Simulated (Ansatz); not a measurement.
## A series of single points on W

System: W (Fd-3m, 2 atoms in the cell).
Method: DFT, LDA (PW92), plane waves (420 eV) with PAW, scalar-relativistic, no spin polarisation (Ansatz 0.2.0).

The 5 runs differ only in the geometry, by an even scaling of the cell at fixed fractional positions.

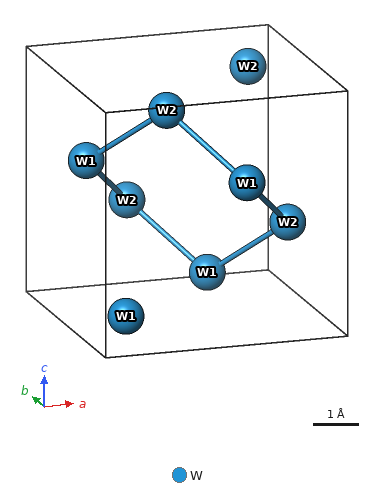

Figure 1. The structure of run 3 (ball-and-stick view of the cell 4 times as large as that of the calculation, set on its symmetry axes, seen slightly off an axis; atoms are numbered from 1 in the order of the input).

## Input of run 3
```yaml
crystal:
  lattice:
    - [0.0, 2.8936304263, 2.8936304263]
    - [2.8936304263, 0.0, 2.8936304263]
    - [2.8936304263, 2.8936304263, 0.0]
  atoms:
    - { symbol: W, position: [0.125, 0.125, 0.125] }
    - { symbol: W, position: [0.875, 0.875, 0.875] }
hamiltonian:
  xc: lda
  pseudopotentials:
    kind: paw
    azcp:
      W: "pseudopotentials/W.paw.azcp"
basis:
  ecutwfc: 420
  fft_grid_basis: typed
kpoints:
  mp_grid: { grid: [11, 11, 11], shift: [0, 0, 0] }
magnetization:
  spin_polarized: false
scf:
  occupations: { method: fermi_dirac, width: 0.1 }
  lower_state_search: "off"
output:
  stress: true
```

Command:
```bash
ansatz run input.yaml --threads 2 --pin off --max-ram 5120MiB --backend cpu --events-out ev --progress --plain --runs-dir out
```

Lattice vectors (Å) and fractional positions of run 3:
```
   0.000000    2.893630    2.893630
   2.893630    0.000000    2.893630
   2.893630    2.893630    0.000000
W   0.125000  0.125000  0.125000
W   0.875000  0.875000  0.875000
```

Run 2 differs from it as follows:
```diff
-    - [0.0, 2.8936304263, 2.8936304263]
-    - [2.8936304263, 0.0, 2.8936304263]
-    - [2.8936304263, 2.8936304263, 0.0]
+    - [0.0, 2.8174466008, 2.8174466008]
+    - [2.8174466008, 0.0, 2.8174466008]
+    - [2.8174466008, 2.8174466008, 0.0]
```

## Results, with one run withheld

| run | volume per atom (Å³) | free energy per atom, from the lowest run given (meV) | pressure (GPa) |
| --- | --- | --- | --- |
| 1 | 21.433 | 57.71 | 13.32 |
| 2 | 22.365 | ? | ? |
| 3 | 24.229 | 0.00 | −4.95 |
| 4 | 25.161 | 41.08 | −9.05 |
| 5 | 26.092 | 103.85 | −12.43 |

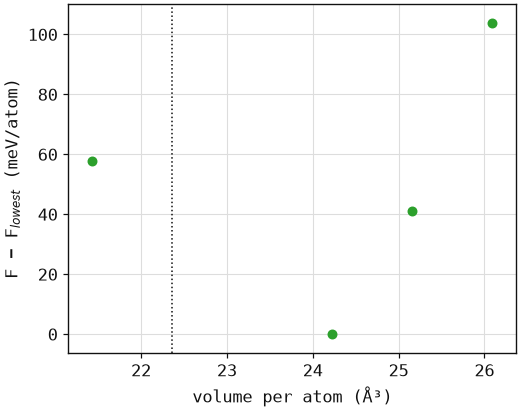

Figure 2. Free energy per atom of the runs given; the dotted line marks run 2.

Estimate the energy of run 2 from the others.

A quadratic polynomial in V^(−2/3) (the Birch–Murnaghan form), fitted to the 4 runs given, misses them by at most 0.10 meV per atom. With x = V^(−2/3) − 0.11979 Å⁻², it reads F = −3.2896 − 8400.1 x + 1.4898e+06 x² (meV per atom). At run 2 it gives 1.76 meV per atom, and the run itself gives 2.16. The slope of the fit gives a pressure −dF/dV of 6.04 GPa there, and the run prints 6.02 GPa. The fit has its minimum at 23.292 Å³ per atom, where V d²F/dV² gives 137 GPa: the bulk modulus at this level, since symmetry fixes the shape and the positions.

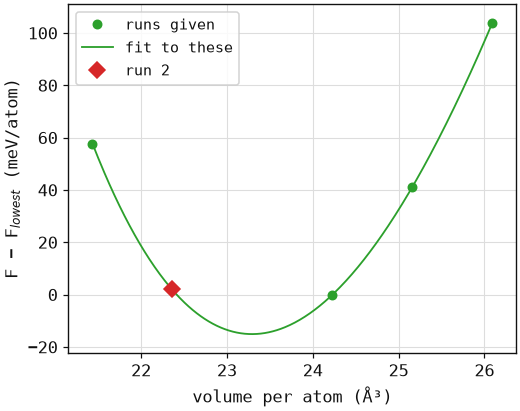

Figure 3. The fit and the withheld run.

## Output, shortened to warnings, some set-up lines, iterations and results (run 2)
```
Warning: [file] the record states the generating functional pbe (its physics header spells it `PBE`), which answers neither for hamiltonian.xc's functional nor for the lda family's — results may be inconsistent (PPs are generated against a specific XC)
Basis set: ecut = 420 eV, 893 PW (Γ)
Symmetry: 48 space group operations
k-points: 56 of 1331
Initial density: superposition of atomic densities (neutral atoms: chi_scale 0, normalization atom), corrected by the library's trained network
[...]
SCF iter   1: F=—  HF=-20254.135758 eV  |F-HF|=—  |Δ(HF+E_count)|=         —  Δρ=7.10e-3  dr2=7.34e-3  ethr=1.77e-3  ⟨swp⟩=5.0  Hψ=4757  notcnv=0
SCF iter   2: F=—  HF=-20254.136155 eV  |F-HF|=—  |Δ(HF+E_count)|=   3.97e-4  Δρ=3.97e-3  dr2=2.67e-3  ethr=2.62e-5  ⟨swp⟩=1.2  Hψ=1516  notcnv=0
SCF iter   3: F=—  HF=-20254.136330 eV  |F-HF|=—  |Δ(HF+E_count)|=   1.75e-4  Δρ=4.01e-4  dr2=9.32e-5  ethr=9.55e-6  ⟨swp⟩=1.9  Hψ=1387  notcnv=0
SCF iter   4: F=—  HF=-20254.136320 eV  |F-HF|=—  |Δ(HF+E_count)|=   9.65e-6  Δρ=7.36e-5  dr2=1.91e-6  ethr=3.33e-7  ⟨swp⟩=2.1  Hψ=1354  notcnv=0
SCF iter   5: F=—  HF=-20254.136321 eV  |F-HF|=—  |Δ(HF+E_count)|=   2.46e-7  Δρ=1.72e-5  dr2=1.66e-7  ethr=6.83e-9  ⟨swp⟩=2.0  Hψ=1328  notcnv=0
SCF iter   6: F=-20254.136321 eV  HF=-20254.136321 eV  |F-HF|=2.82e-9  |Δ(HF+E_count)|=   1.91e-8  Δρ=4.23e-6  dr2=7.79e-9  ethr=3.57e-10  ⟨swp⟩=4.0  Hψ=3178  notcnv=0
SCF 1 converged in 6 iterations: F = -20254.136321 eV  dr2 = 7.79e-9
SCF converged after 6 iterations
Free energy (F): -20254.136321 eV
Harris-Foulkes:  -20254.136321 eV  (|F-HF|=2.82e-9)
Internal energy: -20254.052519 eV  (E = F + TS)
E sigma→0 (E₀):  -20254.094420 eV
Entropy (-TS):   -0.083801 eV (-41.901 meV/atom)
Fermi energy:    13.865834 eV
--- Per-component energies (eV) ---
  E_band       = -373.906788
  E_kinetic    = 899.783883
  E_local      = -2102.736989  (includes V_loc(G=0)·N_el)
  E_nonlocal   = 23.926039
  E_hartree    = 769.949495
  E_xc         = -525.932355
  E_vxc        = -472.645445  (∫ρ·V_xc dr)
  E_paw        = -16621.540861  (= ΣΔE_a)
  E_vpaw       = -262.131993  (= ΣTr[D̂ρ^β])
  E_aug_tail   = -0.000134  (compensation charges beyond the density's cutoff)
  E_ewald      = -2698.067904
  E_core_change = 0.566306  (= ΣΔE_core)
  E_smearing   = -0.083801  (= −TS)
  E_closure    = 0.000000  (closes the sum)
  Σ components = -20254.136321   (vs F -20254.136321, Δ=0.00e0)
--- Stress (GPa, compression-positive) ---
        6.019999       0.000000      -0.000000
        0.000000       6.019999      -0.000000
       -0.000000       0.000000       6.019999
  P = ⅓ Tr σ = 6.0200 GPa (60.200 kbar)
```

The program warns: the PAW datasets were made with another functional. Spin–orbit coupling is left out, which matters for W.
